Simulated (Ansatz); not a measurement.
**Single-point calculation, with input and output: Cu**

System: Cu (P2₁/m, 8 atoms in the cell).
Method: DFT PBEsol, scalar-relativistic, plane waves, PAW, no spin polarisation (Ansatz 0.2.0).

The structure derives from a Materials Project entry. It belongs to a series of runs on one base structure; here: the crystal above the cut slid by 0.1 of the vector 1 a1 + 0 a2 (2.521 Å). Figures and captions count atoms from 1; the log counts them from 0 in places.

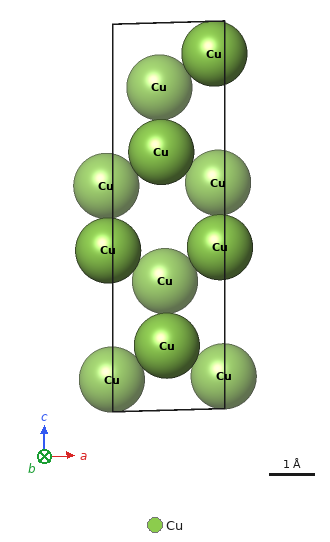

The structure (spheres-only view of the cell of the calculation, along the b axis). An atom can appear more than once, as a periodic image.

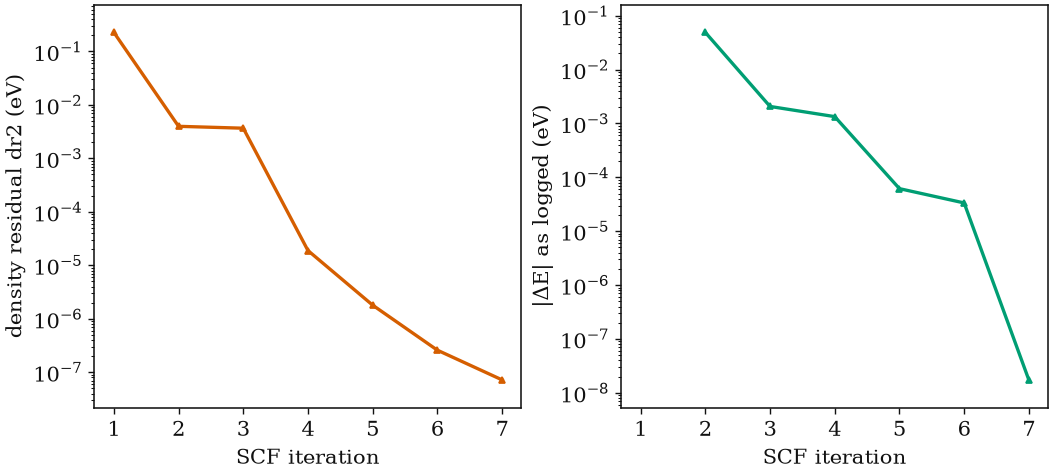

Convergence of the self-consistent field: density residual dr2 and size of the energy change against the SCF iteration. The residual falls at every step.

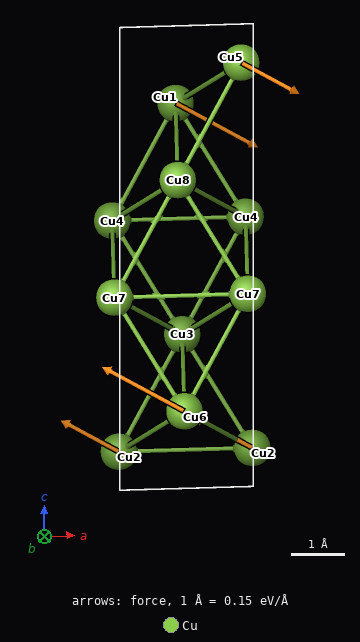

Forces on the atoms as orange arrows (ball-and-stick view of the cell of the calculation, along the b axis; atoms are numbered from 1 in the order of the input); the smallest are left out. The largest act on Cu1, Cu6 (0.27 eV/Å); Cu2, Cu5 (0.20 eV/Å). The geometry is not a stationary point of this energy.

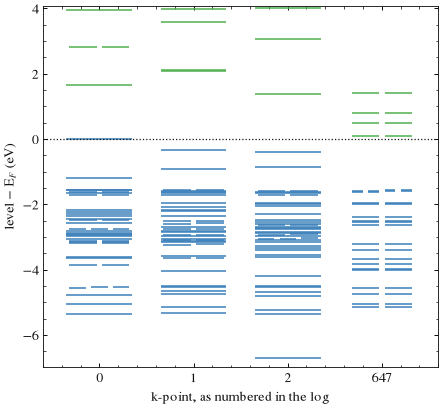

Kohn–Sham levels near the Fermi level (dotted) at the few k-points that the log prints; levels within 0.02 eV of each other stand side by side. The system is metallic on the full mesh.

These pictures come from the run below.

**Input file**
```yaml
crystal:
  lattice:
    - [1.260295513, -2.182895861, 0.0]
    - [0.0, 0.0, -4.1165232698]
    - [7.6878026291, 4.147502136, 0.0]
  atoms:
    - { symbol: Cu, position: [0.4166666667, 0.75, 0.8333333333] }
    - { symbol: Cu, position: [-0.0083333333, 0.75, 0.0833333333] }
    - { symbol: Cu, position: [0.4666666667, 0.75, 0.3333333333] }
    - { symbol: Cu, position: [-0.0583333333, 0.75, 0.5833333333] }
    - { symbol: Cu, position: [-0.0916666667, 0.25, 0.9166666667] }
    - { symbol: Cu, position: [0.4833333333, 0.25, 0.1666666667] }
    - { symbol: Cu, position: [-0.0416666667, 0.25, 0.4166666667] }
    - { symbol: Cu, position: [0.4333333333, 0.25, 0.6666666667] }
basis:
  ecutwfc: 420
kpoints:
  mp_grid: { grid: [23, 14, 7] }
hamiltonian:
  xc: pbesol
scf:
  occupations: { method: gaussian, width: 0.15 }
output:
  forces: true
  stress: true
  eigenvalues: true
```

Launched with:
```bash
ansatz run input.yaml --threads 2 --pin off --max-ram 5120MiB --backend cpu --events-out ev --progress --plain --runs-dir out
```

**Output**
```
Engine: ansatz 0.2.0, x86_64-unknown-linux-gnu
Pseudopotentials: kind: paw
Pseudopotential: Cu, paw, valence charge 19, recommended cutoff 420 eV (normal), Cu.paw.azcp
Functional definition: PBEsol
  exchange = pbesol_x
  correlation = pbesol_c
Crystal: 8 atoms, lattice volume = 90.600 Å³
Basis set: ecut = 420 eV, 1769 PW (Γ), exchange–correlation on 36×60×120 points (8 copies of the dense FFT grid, shifted against one another)
Bands: 92, of which v1, the nominal top of the filled ones, is band 76 counted from 1 (75 counted from 0)
Symmetry: 4 space group operations
Space group: P21/m (ITA 11), of the structure as read, at distance tolerance 4.5e-5 Å
k-points: 648 of 2254
Non-local potential: Cu, projectors of the file, l = 0: 3, l = 1: 2, l = 2: 3, l = 3: 1
PAW form: soft (Blöchl's): semilocal exchange-correlation on the pseudo side does not see the compensation charge
PAW frozen core: Cu, regenerated for the run's functional, and the local potential with it (the file was generated under x = pbe(κ = 0.804, μ = 0.2195149727645171), c = pbe(β = 0.06672455060314922))
PAW one-centre angular grid: Cu, 590 points (default); XC on 64 Gauss nodes
Initial density: superposition of atomic densities (neutral atoms: chi_scale 0, normalization atom), corrected by the library's trained network
Initial wavefunctions: pseudopotential atomic-orbital guess
Functional: x = pbesol(κ = 0.804, μ = 0.12345679012345678), c = pbesol(β = 0.046)
SCF iter   1: F=—  HF=-52710.127913 eV  |F-HF|=—  |Δ(HF+E_count)|=         —  Δρ=2.20e-2  dr2=2.27e-1  ethr=1.77e-3  ⟨swp⟩=4.9  Hψ=188750  notcnv=0  defer=1916
preconditioner: auto → Kerker (q_TF=auto, 2.974 Å⁻¹)  [metal: Δε(μ)=0.001 eV  Ē_g=10.718 eV  σ=0.150 eV  W_gap=0.00  n_scr=36 (ndim 8)  ℏωp=36.6 eV  f_vac=0.000  D(μ)=2.62/eV (n_scr^D=16)]
SCF iter   2: F=—  HF=-52710.078884 eV  |F-HF|=—  |Δ(HF+E_count)|=   4.90e-2  Δρ=2.67e-3  dr2=3.98e-3  ethr=1.49e-4  ⟨swp⟩=2.0  Hψ=97712  notcnv=0  defer=5718
SCF iter   3: F=—  HF=-52710.076812 eV  |F-HF|=—  |Δ(HF+E_count)|=   2.07e-3  Δρ=2.51e-3  dr2=3.67e-3  ethr=2.62e-6  ⟨swp⟩=2.6  Hψ=99571  notcnv=0  defer=5718
SCF iter   4: F=—  HF=-52710.075476 eV  |F-HF|=—  |Δ(HF+E_count)|=   1.34e-3  Δρ=2.50e-4  dr2=1.89e-5  ethr=2.41e-6  ⟨swp⟩=2.3  Hψ=74907  notcnv=0  defer=5718
SCF iter   5: F=—  HF=-52710.075538 eV  |F-HF|=—  |Δ(HF+E_count)|=   6.17e-5  Δρ=5.60e-5  dr2=1.80e-6  ethr=1.25e-8  ⟨swp⟩=2.0  Hψ=103133  notcnv=0  defer=5718
SCF iter   6: F=—  HF=-52710.075504 eV  |F-HF|=—  |Δ(HF+E_count)|=   3.35e-5  Δρ=1.84e-5  dr2=2.59e-7  ethr=1.19e-9  ⟨swp⟩=2.0  Hψ=79252  notcnv=0  defer=5718
SCF iter   7: F=-52710.075504 eV  HF=-52710.075504 eV  |F-HF|=1.05e-7  |Δ(HF+E_count)|=   1.74e-8  Δρ=1.16e-5  dr2=7.21e-8  ethr=6.58e-11  ⟨swp⟩=8.3  Hψ=273129  notcnv=0
SCF 1 converged in 7 iterations: F = -52710.075504 eV  dr2 = 7.21e-8
  greatest PAW one-centre occupation: 1.000 electrons in one spin orbital (limit 2), on the Cu atom at site 4 (counted from 0), in its partial waves of l = 0
SCF converged after 7 iterations
Free energy (F): -52710.075504 eV
Harris-Foulkes:  -52710.075504 eV  (|F-HF|=1.05e-7)
Internal energy: -52710.046284 eV  (E = F + TS)
E sigma→0 (E₀):  -52710.060894 eV
Entropy (-TS):   -0.029221 eV (-3.653 meV/atom)
Fermi energy:    17.498935 eV
--- Per-component energies (eV) ---
  E_band       = -2767.291421
  E_kinetic    = 2405.194184
  E_local      = -31785.222087  (includes V_loc(G=0)·N_el)
  E_nonlocal   = 3128.736113
  E_hartree    = 13999.387219
  E_xc         = -715.187869
  E_vxc        = -927.084674  (∫ρ·V_xc dr)
  E_paw        = -13006.539818  (= ΣΔE_a)
  E_vpaw       = -3587.696869  (= ΣTr[D̂ρ^β])
  E_aug_tail   = 0.002091  (compensation charges beyond the density's cutoff)
  E_ewald      = -26738.065734
  E_core_change = 1.649618  (= ΣΔE_core)
  E_smearing   = -0.029221  (= −TS)
  E_closure    = -0.000000  (closes the sum)
  Σ components = -52710.075504   (vs F -52710.075504, Δ=0.00e0)
--- Forces (eV/Å), atoms counted from 1 ---
  atom   1  Cu     0.00017363    -0.27260042     0.00000000
  atom   2  Cu     0.00014051     0.19508605     0.00000000
  atom   3  Cu     0.00881996    -0.00161872     0.00000000
  atom   4  Cu    -0.00253040    -0.00041074     0.00000000
  atom   5  Cu    -0.00014051    -0.19508605     0.00000000
  atom   6  Cu    -0.00017363     0.27260042     0.00000000
  atom   7  Cu     0.00253040     0.00041074     0.00000000
  atom   8  Cu    -0.00881996     0.00161872     0.00000000
  max |Σ_I F_I| component: 5.14e-17 eV/Å
--- Stress (GPa, compression-positive) ---
       -0.964806       1.471906       0.000000
        1.471906       0.999881       0.000000
        0.000000       0.000000       0.592861
  P = ⅓ Tr σ = 0.2093 GPa (2.093 kbar)
--- Band table (eV; the first three rows and the last of 648) ---
  k-point 0: bands = ["-94.8524", "-94.8445", "-94.8440", "-94.8357", "-94.8345", "-94.8317", "-94.8312", "-94.8287", "-52.4271", "-52.4260", "-52.4099", "-52.4052", "-52.4041", "-52.3753", "-52.3735", "-52.3724", "-52.3579", "-52.3567", "-52.3506", "-52.3410", "-52.3357", "-52.3297", "-52.3260", "-52.3239", "-52.3222", "-52.3159", "-52.3133", "-52.3098", "-52.3095", "-52.3071", "-52.3030", "-52.2994", "7.7317", "9.7049", "9.7066", "12.1478", "12.4411", "12.7135", "12.9415", "12.9501", "12.9601", "13.6319", "13.6373", "13.8490", "13.8754", "14.3059", "14.3092", "14.3294", "14.3305", "14.3740", "14.3766", "14.4415", "14.5267", "14.5695", "14.6002", "14.6296", "14.6811", "14.7334", "14.7468", "14.7522", "14.9260", "15.0136", "15.0284", "15.0399", "15.1341", "15.2083", "15.2606", "15.3124", "15.7746", "15.7823", "15.8514", "15.8730", "15.8811", "15.9221", "15.9498", "16.2952", "17.5038", "19.1374", "20.3013", "20.3028", "21.4520", "22.1048", "22.1057", "25.3972", "25.7942", "28.1271", "28.1281", "28.4192", "28.8306", "30.9019", "33.3956", "33.7402"]
  k-point 1: bands = ["-94.8523", "-94.8460", "-94.8424", "-94.8357", "-94.8347", "-94.8322", "-94.8308", "-94.8287", "-52.4266", "-52.4248", "-52.4101", "-52.4089", "-52.3989", "-52.3848", "-52.3735", "-52.3701", "-52.3612", "-52.3523", "-52.3456", "-52.3417", "-52.3345", "-52.3288", "-52.3264", "-52.3240", "-52.3229", "-52.3169", "-52.3128", "-52.3123", "-52.3076", "-52.3070", "-52.3039", "-52.2996", "7.7745", "9.2099", "10.2443", "12.1736", "12.3635", "12.7418", "12.8406", "12.9634", "12.9938", "13.4474", "13.8541", "13.8613", "13.8992", "14.2655", "14.2697", "14.3369", "14.3592", "14.3906", "14.4005", "14.4440", "14.5354", "14.5653", "14.5706", "14.6379", "14.6718", "14.7269", "14.7366", "14.8037", "14.9076", "14.9172", "14.9817", "15.0005", "15.1323", "15.2832", "15.3137", "15.4130", "15.5334", "15.7827", "15.8354", "15.8613", "15.8903", "15.9214", "15.9304", "16.5882", "17.1686", "19.5763", "19.6127", "21.0653", "21.4622", "21.9074", "22.3309", "25.0714", "25.5436", "26.6436", "28.7954", "29.2043", "29.7178", "30.9609", "32.8958", "34.2941"]
  k-point 2: bands = ["-94.8518", "-94.8477", "-94.8406", "-94.8360", "-94.8349", "-94.8328", "-94.8303", "-94.8287", "-52.4251", "-52.4213", "-52.4150", "-52.4066", "-52.3940", "-52.3929", "-52.3789", "-52.3768", "-52.3535", "-52.3505", "-52.3435", "-52.3361", "-52.3317", "-52.3284", "-52.3265", "-52.3259", "-52.3227", "-52.3185", "-52.3161", "-52.3108", "-52.3098", "-52.3057", "-52.3047", "-52.3002", "7.9022", "8.7729", "10.8005", "12.1483", "12.2493", "12.6863", "12.7977", "12.9772", "13.0035", "13.2918", "13.8942", "13.9590", "14.1054", "14.1589", "14.2114", "14.3557", "14.4064", "14.4380", "14.4444", "14.4539", "14.5296", "14.5545", "14.5740", "14.6042", "14.6403", "14.7337", "14.7581", "14.8030", "14.8551", "14.8722", "14.8806", "14.9594", "15.0293", "15.2064", "15.4480", "15.4977", "15.5436", "15.7908", "15.7929", "15.8445", "15.8746", "15.9002", "15.9194", "16.6294", "17.0834", "18.8898", "20.5508", "21.4938", "21.7507", "21.8630", "22.5106", "24.3581", "25.0373", "25.3583", "29.6593", "30.0900", "31.1349", "31.3820", "32.3311", "33.2166"]
  k-point 647: bands = ["-94.8359", "-94.8359", "-94.8314", "-94.8314", "-94.8310", "-94.8310", "-94.8306", "-94.8306", "-52.4347", "-52.4347", "-52.4235", "-52.4235", "-52.4134", "-52.4134", "-52.4112", "-52.4112", "-52.3710", "-52.3710", "-52.3574", "-52.3574", "-52.3439", "-52.3439", "-52.3389", "-52.3389", "-52.3350", "-52.3350", "-52.3331", "-52.3331", "-52.3296", "-52.3296", "-52.3249", "-52.3249", "12.3641", "12.3641", "12.4565", "12.4565", "12.7545", "12.7545", "12.9317", "12.9317", "13.4844", "13.4844", "13.5195", "13.5195", "13.6834", "13.6834", "13.8153", "13.8153", "14.1106", "14.1106", "14.2769", "14.2769", "14.8655", "14.8655", "14.9579", "14.9579", "14.9846", "14.9846", "15.0983", "15.0983", "15.5067", "15.5067", "15.5449", "15.5449", "15.8767", "15.8767", "15.8914", "15.8914", "15.9172", "15.9172", "15.9328", "15.9328", "17.5759", "17.5759", "17.9773", "17.9773", "18.2879", "18.2879", "18.8977", "18.8977", "22.5725", "22.5725", "22.7419", "22.7419", "24.6556", "24.6556", "26.2611", "26.2611", "27.4680", "27.4680", "27.6477", "27.6477"]
```

**Key numbers**

```tsv
quantity	value
outcome	converged
space group (tolerance 0.01 Å)	P2₁/m (11)
electrons treated	152
free energy	−52710.0755 eV
Fermi energy	17.499 eV
gap on the k-point mesh	none (metallic)
pressure	0.21 GPa
largest force (length of the vector)	0.273 eV/Å
hardware	2 threads of Intel Xeon @ 2.50GHz (Skylake/Cascade Lake), 16 GiB of memory available, shared host
wall time	2.1 min (CPU time 4.2 min)
peak memory	3.3 GiB
```
